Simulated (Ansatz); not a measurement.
## Electronic structure of Si₁₆C₁₅ (cell charge −1, with a compensating background) (cell with a defect) in real space

```
CELL_PARAMETERS angstrom
3.09412 -5.35917 0.00000
-6.18824 0.00000 0.00000
0.00000 0.00000 -10.12934
ATOMIC_POSITIONS crystal
Si 0.33397 0.16816 0.06440
Si 0.83295 0.16622 0.06237
Si 0.33549 0.66881 0.06236
Si 0.83297 0.66881 0.06233
Si 0.16728 0.33430 0.56247
Si 0.66660 0.33430 0.56250
Si 0.16728 0.83497 0.56247
Si 0.66699 0.83450 0.56224
Si 0.49308 0.48646 0.31262
Si 0.00047 0.50120 0.31110
Si 0.49296 0.00862 0.31268
Si 0.01407 0.00798 0.31283
Si 0.99985 0.00097 0.81237
Si 0.50084 0.00100 0.81235
Si 0.00044 0.50121 0.81262
Si 0.50085 0.50196 0.81232
C 0.83455 0.16941 0.25008
C 0.33213 0.66703 0.25002
C 0.83452 0.66700 0.25005
C 0.16697 0.33478 0.75047
C 0.66754 0.33480 0.75049
C 0.16696 0.83423 0.75049
C 0.66716 0.83462 0.74895
C 0.99893 0.00045 0.50179
C 0.50104 0.00049 0.50177
C 0.00035 0.50116 0.49961
C 0.50104 0.50254 0.50174
C 0.50167 0.00011 0.99782
C 0.99817 0.00012 0.99786
C 0.50172 0.50376 0.99777
C 0.00044 0.50124 0.99950
```

The program warned that a starting moment wasn't kept; spin-polarised.

The calculation used DFT PBE, scalar-relativistic, plane waves, PAW (Ansatz 0.2.0).

Core electrons are frozen (PAW), and the valence fields are smoothed inside the atomic spheres.

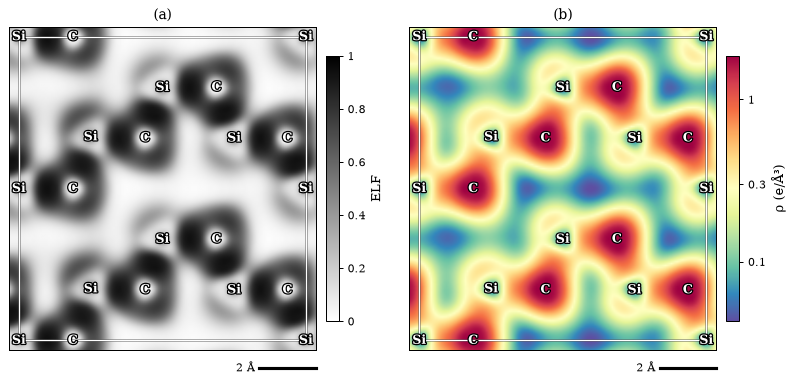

Figure 1. (a) electron localisation function; (b) valence pseudo-density on the (110) plane of the calculation cell.

Read the bonding off the picture.

Answer.
- The plane passes through Si and C nuclei.
- Si–C (1.88 Å): ρ at the midpoint is about 0.9 e/Å³; the ELF peaks at about 0.95 between the atoms.
- Si–C (1.90 Å): the density is about 0.87 e/Å³ at the midpoint; the ELF peaks at about 0.95 between the atoms.
- Between the atoms the lowest density in this plane is 0.04 e/Å³.

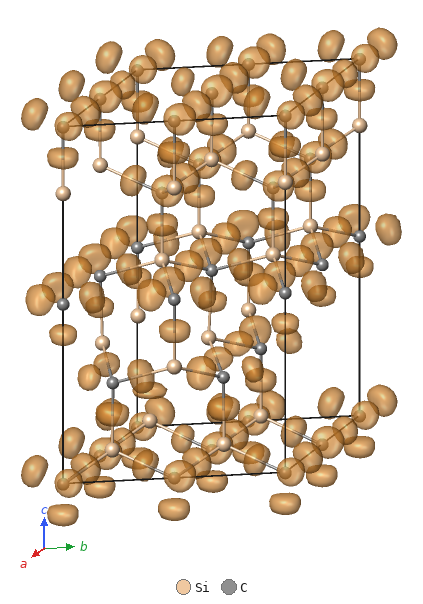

Figure 2. Isosurface of the ELF at 0.85 (orange), seen slightly off an axis. Only the valence region is drawn (cores and ρ < 0.01 e/Å³ removed). Sticks mark near contacts.

Describe the localisation domains.

Answer. The ELF exceeds this value in 60 regions between bonded C–Si atoms and one lobe on Si, pointing away from the bonds (lone pairs), counted in one cell of 31 atoms. Any copies at cell faces, edges or corners count once. Profiles from the grid: Si–C (1.92 Å): the ELF peaks at about 0.90 between the atoms.

Does the calculation give a band gap?

Answer. It is metallic or semimetallic at this level of theory: no gap opens.
